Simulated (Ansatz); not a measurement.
**Ti: a changed input and its effect**

System: Ti (P1, 8 atoms in the cell).
Method of run 1: DFT PBEsol, scalar-relativistic, plane waves, PAW, no spin polarisation (Ansatz 0.2.0).

The structure derives from an entry of the Crystallography Open Database. Text and figures count atoms from 1; the logs count them from 0 in places.

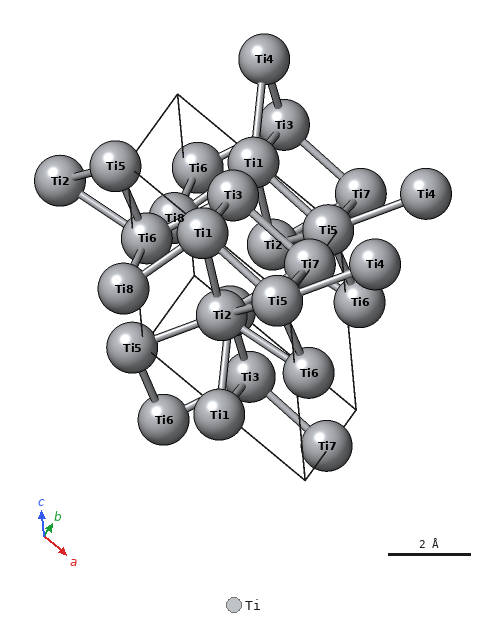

**Figure 1.** The structure (ball-and-stick view of the cell of the calculation, set on other vectors, seen slightly off an axis; bonded neighbours outside the cell are drawn too; atoms are numbered from 1 in the order of the input). An atom can appear more than once, as a periodic image.

**Input file, run 1**
```yaml
crystal:
  lattice:
    - [3.2833303959, 3.2172628161, -3.1921365022]
    - [3.1602950176, -3.2454356057, 3.0409283343]
    - [-3.132122228, -3.1921931393, -3.0158586575]
  atoms:
    - { symbol: Ti, position: [0.0139845748, 0.027826072, 0.5236635098] }
    - { symbol: Ti, position: [0.4356032989, -0.0131061021, 0.461225104] }
    - { symbol: Ti, position: [-0.0335158849, 0.5399360007, 0.4840908323] }
    - { symbol: Ti, position: [0.6222405483, 0.6152174087, 0.5466956871] }
    - { symbol: Ti, position: [0.0639564807, 0.001796132, 0.0751869954] }
    - { symbol: Ti, position: [0.3939836505, -0.0801803058, -0.0587090014] }
    - { symbol: Ti, position: [0.0268981421, 0.4951458207, 0.0292742397] }
    - { symbol: Ti, position: [0.4768491897, 0.4133649737, -0.061427367] }
basis:
  ecutwfc: 420
kpoints:
  mp_grid: { grid: [14, 14, 14] }
hamiltonian:
  xc: pbesol
scf:
  occupations: { method: gaussian, width: 0.15 }
output:
  forces: true
  stress: true
  eigenvalues: true
```

Launched with:
```bash
ansatz run input.yaml --threads 2 --pin off --max-ram 5120MiB --backend cpu --events-out ev --progress --plain --runs-dir out
```

Hardware: 2 threads of Oxide Virtual Turin-like (Zen 5), 32 GiB of memory available, shared host.

**Output, shortened to warnings, some set-up lines, iterations and results (run 1)**
```
Basis set: ecut = 420 eV, 2507 PW (Γ), exchange–correlation on 80×80×80 points (8 copies of the dense FFT grid, shifted against one another)
Symmetry: 1 space group operations
k-points: 1376 of 2744 (time reversal used)
Initial density: superposition of atomic densities (neutral atoms: chi_scale 0, normalization atom), corrected by the library's trained network
[...]
SCF iter   1: F=—  HF=-19787.776794 eV  |F-HF|=—  |Δ(HF+E_count)|=         —  Δρ=1.34e-2  dr2=3.30e-1  ethr=1.77e-3  ⟨swp⟩=5.8  Hψ=315001  notcnv=0
SCF iter   2: F=—  HF=-19787.759827 eV  |F-HF|=—  |Δ(HF+E_count)|=   1.70e-2  Δρ=1.27e-2  dr2=3.68e-1  ethr=3.44e-4  ⟨swp⟩=2.1  Hψ=123495  notcnv=0  defer=1802
SCF iter   3: F=—  HF=-19787.736500 eV  |F-HF|=—  |Δ(HF+E_count)|=   2.33e-2  Δρ=4.64e-3  dr2=3.49e-2  ethr=3.44e-4  ⟨swp⟩=2.0  Hψ=106240  notcnv=0  defer=1802
SCF iter   4: F=—  HF=-19787.732638 eV  |F-HF|=—  |Δ(HF+E_count)|=   3.86e-3  Δρ=2.11e-3  dr2=8.79e-3  ethr=3.63e-5  ⟨swp⟩=2.0  Hψ=96391  notcnv=0  defer=1802
SCF iter   5: F=—  HF=-19787.731999 eV  |F-HF|=—  |Δ(HF+E_count)|=   6.39e-4  Δρ=9.61e-4  dr2=1.61e-3  ethr=9.16e-6  ⟨swp⟩=2.0  Hψ=96539  notcnv=0  defer=1802
SCF iter   6: F=—  HF=-19787.731849 eV  |F-HF|=—  |Δ(HF+E_count)|=   1.50e-4  Δρ=4.23e-4  dr2=3.54e-4  ethr=1.67e-6  ⟨swp⟩=2.0  Hψ=93196  notcnv=0  defer=1802
SCF iter   7: F=—  HF=-19787.731821 eV  |F-HF|=—  |Δ(HF+E_count)|=   2.80e-5  Δρ=2.78e-4  dr2=1.79e-4  ethr=3.68e-7  ⟨swp⟩=2.0  Hψ=98666  notcnv=0  defer=1802
SCF iter   8: F=—  HF=-19787.731806 eV  |F-HF|=—  |Δ(HF+E_count)|=   1.56e-5  Δρ=8.49e-5  dr2=9.79e-6  ethr=1.87e-7  ⟨swp⟩=2.0  Hψ=93566  notcnv=0  defer=1802
SCF iter   9: F=—  HF=-19787.731805 eV  |F-HF|=—  |Δ(HF+E_count)|=   2.66e-7  Δρ=7.63e-5  dr2=1.37e-5  ethr=1.02e-8  ⟨swp⟩=2.0  Hψ=102112  notcnv=0  defer=1802
SCF iter  10: F=—  HF=-19787.731804 eV  |F-HF|=—  |Δ(HF+E_count)|=   9.44e-7  Δρ=2.01e-5  dr2=7.54e-7  ethr=1.02e-8  ⟨swp⟩=2.0  Hψ=97436  notcnv=0  defer=1802
SCF iter  11: F=—  HF=-19787.731804 eV  |F-HF|=—  |Δ(HF+E_count)|=   2.25e-8  Δρ=2.16e-5  dr2=1.20e-6  ethr=7.85e-10  ⟨swp⟩=2.0  Hψ=98747  notcnv=0  defer=1802
SCF iter  12: F=—  HF=-19787.731804 eV  |F-HF|=—  |Δ(HF+E_count)|=   7.09e-8  Δρ=9.52e-6  dr2=2.06e-7  ethr=7.85e-10  ⟨swp⟩=2.0  Hψ=98420  notcnv=0  defer=1802
SCF iter  13: F=-19787.731804 eV  HF=-19787.731804 eV  |F-HF|=7.67e-8  |Δ(HF+E_count)|=   9.22e-9  Δρ=5.87e-6  dr2=8.32e-8  ethr=1.04e-10  ⟨swp⟩=9.0  Hψ=247613  notcnv=0
SCF 1 converged in 13 iterations: F = -19787.731804 eV  dr2 = 8.32e-8
SCF converged after 13 iterations
Free energy (F): -19787.731804 eV
Harris-Foulkes:  -19787.731804 eV  (|F-HF|=7.67e-8)
Internal energy: -19787.600423 eV  (E = F + TS)
E sigma→0 (E₀):  -19787.666113 eV
Entropy (-TS):   -0.131382 eV (-16.423 meV/atom)
Fermi energy:    14.219182 eV
--- Per-component energies (eV) ---
  E_band       = -1136.942305
  E_kinetic    = 2211.591446
  E_local      = -6705.160643  (includes V_loc(G=0)·N_el)
  E_nonlocal   = 86.446089
  E_hartree    = 2816.082542
  E_xc         = -780.896802
  E_vxc        = -981.882441  (∫ρ·V_xc dr)
  E_paw        = -8189.756703  (= ΣΔE_a)
  E_vpaw       = -1380.102862  (= ΣTr[D̂ρ^β])
  E_aug_tail   = 0.000916  (compensation charges beyond the density's cutoff)
  E_ewald      = -9227.022342
  E_core_change = 1.115074  (= ΣΔE_core)
  E_smearing   = -0.131382  (= −TS)
  E_closure    = 0.000000  (closes the sum)
  Σ components = -19787.731804   (vs F -19787.731804, Δ=0.00e0)
--- Forces (eV/Å), atoms counted from 1 ---
  atom   1  Ti    -1.01449593    -1.02640263     1.75871411
  atom   2  Ti     1.31408672    -0.77542281    -2.76392945
  atom   3  Ti    -1.29555284     2.53731398    -0.71155951
  atom   4  Ti    -2.44179780    -0.10489404     1.12966155
  atom   5  Ti     0.69920965    -1.43096947     2.31797338
  atom   6  Ti     1.80966497     0.95233935    -2.37280584
  atom   7  Ti    -0.70250444     1.65128674     0.96790484
  atom   8  Ti     1.63139396    -1.80308793    -0.32608503
  max |Σ_I F_I| component: 1.63e-4 eV/Å
--- Stress (GPa, compression-positive) ---
        7.875706       0.575701      -1.282277
        0.575701      11.552106      -0.506377
       -1.282277      -0.506377      10.297122
  P = ⅓ Tr σ = 9.9083 GPa (99.083 kbar)
```

For run 2 the input was changed thus:
```diff
-    - [3.2833303959, 3.2172628161, -3.1921365022]
-    - [3.1602950176, -3.2454356057, 3.0409283343]
-    - [-3.132122228, -3.1921931393, -3.0158586575]
+    - [3.2102321259, 3.2102321259, -3.2102321259]
+    - [3.2102321259, -3.2102321259, 3.2102321259]
+    - [-3.2102321259, -3.2102321259, -3.2102321259]
-    - { symbol: Ti, position: [0.0139845748, 0.027826072, 0.5236635098] }
-    - { symbol: Ti, position: [0.4356032989, -0.0131061021, 0.461225104] }
-    - { symbol: Ti, position: [-0.0335158849, 0.5399360007, 0.4840908323] }
-    - { symbol: Ti, position: [0.6222405483, 0.6152174087, 0.5466956871] }
-    - { symbol: Ti, position: [0.0639564807, 0.001796132, 0.0751869954] }
-    - { symbol: Ti, position: [0.3939836505, -0.0801803058, -0.0587090014] }
-    - { symbol: Ti, position: [0.0268981421, 0.4951458207, 0.0292742397] }
-    - { symbol: Ti, position: [0.4768491897, 0.4133649737, -0.061427367] }
+    - { symbol: Ti, position: [-0.0221845649, 0.0602022445, 0.5478912751] }
+    - { symbol: Ti, position: [0.5094167035, 0.0378709906, 0.4274789146] }
+    - { symbol: Ti, position: [0.061238295, 0.5218979672, 0.488133295] }
+    - { symbol: Ti, position: [0.4458891923, 0.4355644492, 0.4491173601] }
+    - { symbol: Ti, position: [0.0498760704, 0.0014379774, 0.0105701736] }
+    - { symbol: Ti, position: [0.4485109405, -0.0178624129, -0.0016009341] }
+    - { symbol: Ti, position: [0.0106462877, 0.4763862805, 0.0060605248] }
+    - { symbol: Ti, position: [0.4966070756, 0.4845025035, 0.0723493911] }
```

What does this change do to the results?

With the same functional and potentials, run 2 lies 121.2 meV per atom higher. The pressure goes from 9.91 to 8.06 GPa. The largest force goes from 3.157 to 4.213 eV/Å. The volume per atom goes from 16.09 to 16.54 Å³. The SCF takes 14 iterations against 13. The plane waves at Γ go from 2507 to 2587.

**Output, shortened to warnings, some set-up lines, iterations and results (run 2)**
```
Basis set: ecut = 420 eV, 2587 PW (Γ), exchange–correlation on 80×80×80 points (8 copies of the dense FFT grid, shifted against one another)
Symmetry: 1 space group operations
k-points: 1376 of 2744 (time reversal used)
Initial density: superposition of atomic densities (neutral atoms: chi_scale 0, normalization atom), corrected by the library's trained network
[...]
SCF iter   1: F=—  HF=-19786.815038 eV  |F-HF|=—  |Δ(HF+E_count)|=         —  Δρ=1.45e-2  dr2=4.74e-1  ethr=1.77e-3  ⟨swp⟩=5.6  Hψ=317173  notcnv=0
SCF iter   2: F=—  HF=-19786.806570 eV  |F-HF|=—  |Δ(HF+E_count)|=   8.47e-3  Δρ=1.62e-2  dr2=6.54e-1  ethr=4.93e-4  ⟨swp⟩=2.2  Hψ=124288  notcnv=0  defer=1283
SCF iter   3: F=—  HF=-19786.768530 eV  |F-HF|=—  |Δ(HF+E_count)|=   3.80e-2  Δρ=5.13e-3  dr2=4.47e-2  ethr=4.93e-4  ⟨swp⟩=2.0  Hψ=108923  notcnv=0  defer=1283
SCF iter   4: F=—  HF=-19786.765857 eV  |F-HF|=—  |Δ(HF+E_count)|=   2.67e-3  Δρ=4.34e-3  dr2=5.20e-2  ethr=4.65e-5  ⟨swp⟩=2.0  Hψ=98739  notcnv=0  defer=1283
SCF iter   5: F=—  HF=-19786.762868 eV  |F-HF|=—  |Δ(HF+E_count)|=   2.99e-3  Δρ=1.08e-3  dr2=2.22e-3  ethr=4.65e-5  ⟨swp⟩=2.0  Hψ=87494  notcnv=0  defer=1283
[... 5 lines ...]
SCF iter  11: F=—  HF=-19786.762550 eV  |F-HF|=—  |Δ(HF+E_count)|=   2.34e-8  Δρ=2.91e-5  dr2=2.28e-6  ethr=1.32e-9  ⟨swp⟩=2.0  Hψ=100599  notcnv=0  defer=1283
SCF iter  12: F=—  HF=-19786.762550 eV  |F-HF|=—  |Δ(HF+E_count)|=   1.43e-7  Δρ=1.03e-5  dr2=2.56e-7  ethr=1.32e-9  ⟨swp⟩=2.0  Hψ=98647  notcnv=0  defer=1283
SCF iter  13: F=—  HF=-19786.762550 eV  |F-HF|=—  |Δ(HF+E_count)|=   1.96e-9  Δρ=8.78e-6  dr2=1.81e-7  ethr=1.04e-10  ⟨swp⟩=9.2  Hψ=258455  notcnv=0
SCF iter  14: F=-19786.762550 eV  HF=-19786.762550 eV  |F-HF|=8.41e-9  |Δ(HF+E_count)|=   1.20e-8  Δρ=2.52e-6  dr2=1.21e-8  ethr=1.04e-10  ⟨swp⟩=2.0  Hψ=239332  notcnv=0
SCF 1 converged in 14 iterations: F = -19786.762550 eV  dr2 = 1.21e-8
SCF converged after 14 iterations
Free energy (F): -19786.762550 eV
Harris-Foulkes:  -19786.762550 eV  (|F-HF|=8.41e-9)
Internal energy: -19786.602086 eV  (E = F + TS)
E sigma→0 (E₀):  -19786.682318 eV
Entropy (-TS):   -0.160463 eV (-20.058 meV/atom)
Fermi energy:    13.703461 eV
--- Per-component energies (eV) ---
  E_band       = -1181.817473
  E_kinetic    = 2211.665548
  E_local      = -7029.225526  (includes V_loc(G=0)·N_el)
  E_nonlocal   = 88.858154
  E_hartree    = 2954.803488
  E_xc         = -779.829029
  E_vxc        = -980.479726  (∫ρ·V_xc dr)
  E_paw        = -8191.076071  (= ΣΔE_a)
  E_vpaw       = -1382.242022  (= ΣTr[D̂ρ^β])
  E_aug_tail   = 0.000886  (compensation charges beyond the density's cutoff)
  E_ewald      = -9042.914608
  E_core_change = 1.115074  (= ΣΔE_core)
  E_smearing   = -0.160463  (= −TS)
  E_closure    = 0.000000  (closes the sum)
  Σ components = -19786.762550   (vs F -19786.762550, Δ=0.00e0)
--- Forces (eV/Å), atoms counted from 1 ---
  atom   1  Ti     1.00174960     2.25553156    -1.27611259
  atom   2  Ti    -2.49135225    -1.35396559    -2.17554469
  atom   3  Ti    -1.38542519    -1.57633948     1.74215351
  atom   4  Ti     1.33960447    -2.68449954    -1.96473287
  atom   5  Ti    -3.20498395    -0.70453612     2.64272092
  atom   6  Ti     2.22204623     2.87612553    -1.17798712
  atom   7  Ti     0.42581220     0.28646757     1.12860383
  atom   8  Ti     2.09256014     0.90126303     1.08089373
  max |Σ_I F_I| component: 4.70e-5 eV/Å
--- Stress (GPa, compression-positive) ---
        2.232921       0.958706       0.325658
        0.958705      10.804748       0.259134
        0.325658       0.259134      11.154925
  P = ⅓ Tr σ = 8.0642 GPa (80.642 kbar)
```

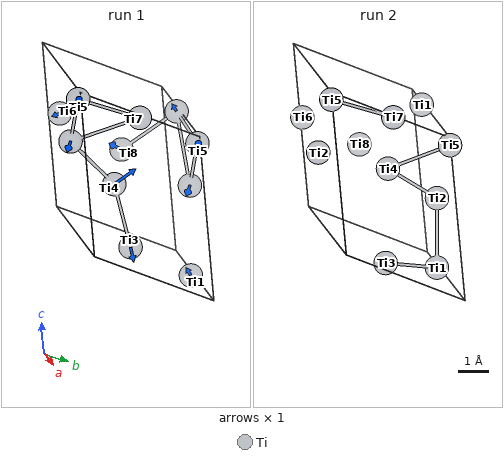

**Figure 2.** The two input geometries at one scale (ball-and-stick view of the cell of the calculation, set on other vectors, seen slightly off an axis). The blue arrows on the first give the shifts of the atoms relative to the cell, with their mean removed, at true length. The atom that moves furthest relative to the cell is Ti4 (0.94 Å). (The mean shift of all atoms is removed.) The volume changes by +2.8 %, with a 5.394 → 5.560 Å (+3.1 %), b 5.456 → 5.560 Å (+1.9 %), c 5.596 → 5.560 Å (−0.6 %), α 108.7° → 109.5°, β 111.2° → 109.5°, γ 107.2° → 109.5°. Among the contacts that change: Ti3–Ti4 3.436 → 2.403 Å, Ti4–Ti5 3.154 → 2.361 Å, Ti1–Ti4 2.663 → 3.451 Å, Ti2–Ti4 3.079 → 2.324 Å.

**The two runs side by side**

| quantity | run 1 | run 2 |
| --- | --- | --- |
| outcome | converged | converged |
| free energy per atom (eV) | −2473.4665 | −2473.3453 |
| energy per atom, smearing taken to zero (eV) | −2473.4583 | −2473.3353 |
| gap on the mesh (eV) | 0.00 | 0.00 |
| pressure (GPa) | 9.91 | 8.06 |
| volume per atom (Å³) | 16.09 | 16.54 |
| largest force (eV/Å) | 3.157 | 4.213 |
| SCF iterations | 13 | 14 |
| irreducible k-points | 1376 | 1376 |
| plane waves at Γ | 2507 | 2587 |
| wall time (shared host) | 6 min | 6.7 min |

For run 1: The cell is under a pressure of 9.9 GPa at this level, so it is not at its equilibrium volume.
